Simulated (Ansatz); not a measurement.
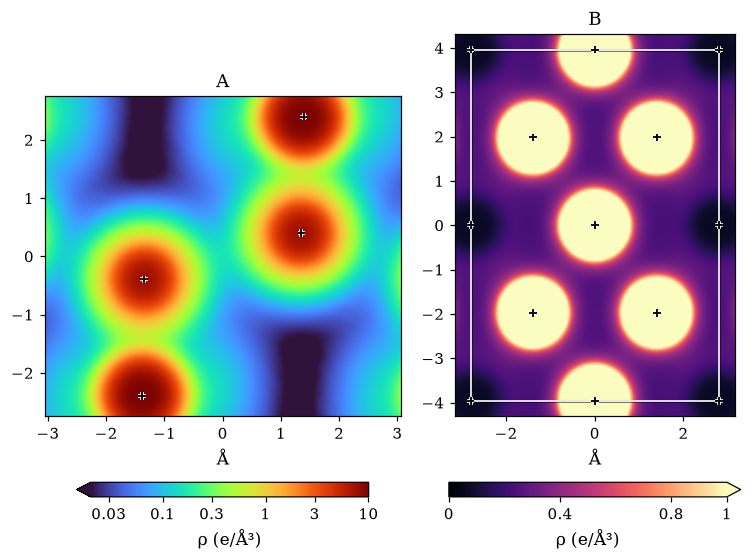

The valence electron density of 2 systems, each on a plane through atoms (crosses mark nuclei in the plane).

The calculation used DFT PBE, scalar-relativistic, plane waves, PAW in Ansatz.

System 1: TiO2, the (010) plane of the conventional cell. Space group C2/c; a structure from a database of computed crystals, not necessarily the ambient phase; computed without spin polarisation.

```
CELL_PARAMETERS angstrom
5.41207 0.00000 0.00000
0.00000 5.41331 0.00000
-2.63353 0.00000 4.79664
ATOMIC_POSITIONS crystal
Ti 0.00000 0.86589 0.25000
Ti 0.50000 0.36589 0.25000
Ti 0.00000 0.13411 0.75000
Ti 0.50000 0.63411 0.75000
O 0.20999 0.87877 0.66715
O 0.70999 0.37877 0.66715
O 0.29001 0.62123 0.33285
O 0.79001 0.12123 0.33285
O 0.29001 0.37877 0.83285
O 0.79001 0.87877 0.83285
O 0.20999 0.12123 0.16715
O 0.70999 0.62123 0.16715
```

System 2: AlNi3, the (011) plane of the conventional cell. Space group Fm-3m; a structure from a database of computed crystals, not necessarily the ambient phase; computed pressure about 7 GPa in this cell; computed without spin polarisation.

```yaml
crystal:
  lattice:
    - [5.60378, 0.00000, 0.00000]
    - [0.00000, 5.60378, 0.00000]
    - [0.00000, 0.00000, 5.60378]
  atoms:
    - { symbol: Al, position: [0.50000, 0.00000, 0.00000] }
    - { symbol: Al, position: [0.00000, 0.50000, 0.00000] }
    - { symbol: Al, position: [0.00000, 0.00000, 0.50000] }
    - { symbol: Al, position: [0.50000, 0.50000, 0.50000] }
    - { symbol: Ni, position: [0.25000, 0.25000, 0.25000] }
    - { symbol: Ni, position: [0.75000, 0.75000, 0.25000] }
    - { symbol: Ni, position: [0.75000, 0.25000, 0.75000] }
    - { symbol: Ni, position: [0.25000, 0.75000, 0.75000] }
    - { symbol: Ni, position: [0.00000, 0.00000, 0.00000] }
    - { symbol: Ni, position: [0.50000, 0.50000, 0.00000] }
    - { symbol: Ni, position: [0.50000, 0.00000, 0.50000] }
    - { symbol: Ni, position: [0.00000, 0.50000, 0.50000] }
    - { symbol: Ni, position: [0.75000, 0.25000, 0.25000] }
    - { symbol: Ni, position: [0.25000, 0.75000, 0.25000] }
    - { symbol: Ni, position: [0.25000, 0.25000, 0.75000] }
    - { symbol: Ni, position: [0.75000, 0.75000, 0.75000] }
```

Which map belongs to which system?

Answer. Panel A is system 1, TiO2: the plane holds Ti and O. Ti–O (2.00 Å): ρ at the midpoint is about 0.64 e/Å³. Panel B is system 2, AlNi3: the plane holds Al and Ni. Al–Ni (2.43 Å): ρ is about 0.32 e/Å³ halfway.
